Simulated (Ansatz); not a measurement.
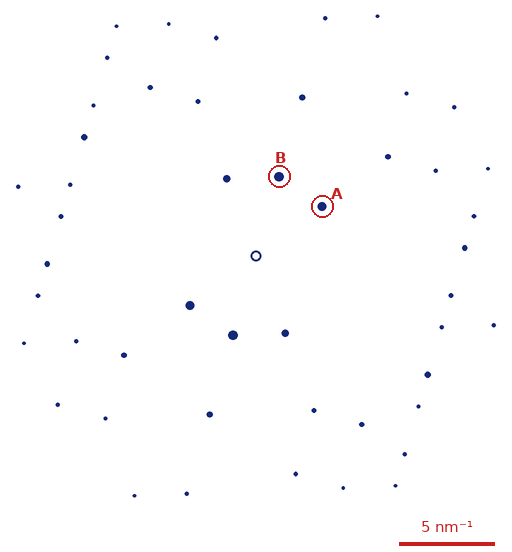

The pattern is a kinematic simulation for 120 kV electrons (no multiple scattering; isotropic B = 0.5 Å²). Two individuals of a reflection twin are superposed (a geometric construction: whether this twin forms is not tested; the second individual is smaller and so fainter). Crystal: Al, space group Pm-3n (No. 223), a = 5.14 Å, zone axis [221]. Structure: the input geometry of an electronic-structure calculation (not necessarily at equilibrium); the starting structure was generated, so it need not be a known form of this composition.

In the first individual spot A is -1 0 2 and spot B is 0 -1 2.

Question: Find the twin plane.

Answer: (01-2). The spot positions of the combined pattern are mirror-symmetric about the row through 0 1 -2 (d = 2.297 Å), which both individuals share, while a single individual has only symmetry 2mm without that mirror line. Friedel's law adds the mirror line at right angles, so a twin on (5-4-2) would give the same picture; the more widely spaced plane was used.

Question: Which other reflections coincide?

Answer: Off the common row, 5 -4 -2 and their kin fall on spots of the second individual; about 29 % of the first individual's visible spots are shared.
